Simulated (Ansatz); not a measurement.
Structure (in its standard cell), the end point of a relaxation with Ansatz 0.2.0, DFT, PBE, plane waves (420 eV) with PAW, scalar-relativistic; the starting structure was generated, so it need not be a known form of this composition:

```yaml
crystal:
  lattice:
    - [2.69412, 0.00000, 0.00000]
    - [0.00000, 8.78038, 0.00000]
    - [0.00000, 0.00000, 2.72274]
  atoms:
    - { symbol: Pd, position: [0.00000, 0.63308, 0.25000] }
    - { symbol: Pd, position: [0.50000, 0.86692, 0.75000] }
    - { symbol: Pd, position: [0.50000, 0.13308, 0.25000] }
    - { symbol: Pd, position: [0.00000, 0.36692, 0.75000] }
```

> Predict the [001] zone-axis pattern (200 kV, kinematic, B = 0.5 Å²).

The spots form a centred rectangular net whose two shortest vectors correspond to d = 4.39 Å and 2.58 Å, 72.9° apart. They are 0 2 0 and 1 1 0. The pattern has symmetry 2mm. The lattice centring (C) removes all reflections that break h + k = 2n.

Strongest reflections with d > 0.95 Å, one of each family (|F|² from tabulated Gaussian fits of the electron scattering factors, times a small damping for the curvature of the Ewald sphere):

| hkl | d (Å) | I (strongest = 100) |
| --- | --- | --- |
| 0 4 0 | 2.195 | 100 |
| 1 1 0 | 2.576 | 58 |
| 1 3 0 | 1.982 | 58 |
| 2 0 0 | 1.347 | 40 |
| 2 4 0 | 1.148 | 25 |
| 1 7 0 | 1.137 | 21 |

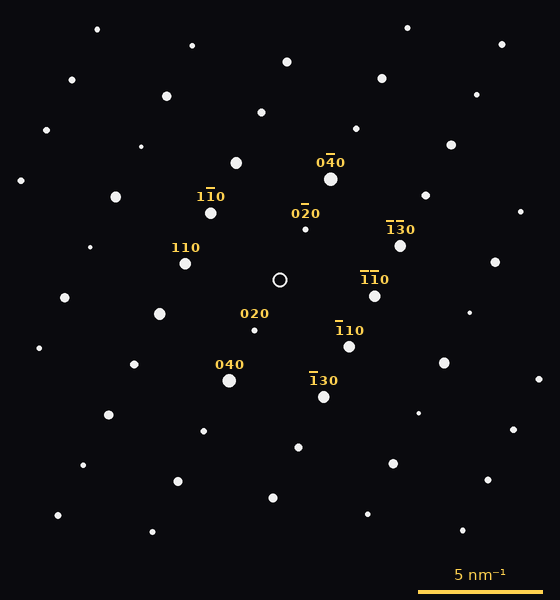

Calculated pattern, seen from the source side with [001] pointing towards the source.
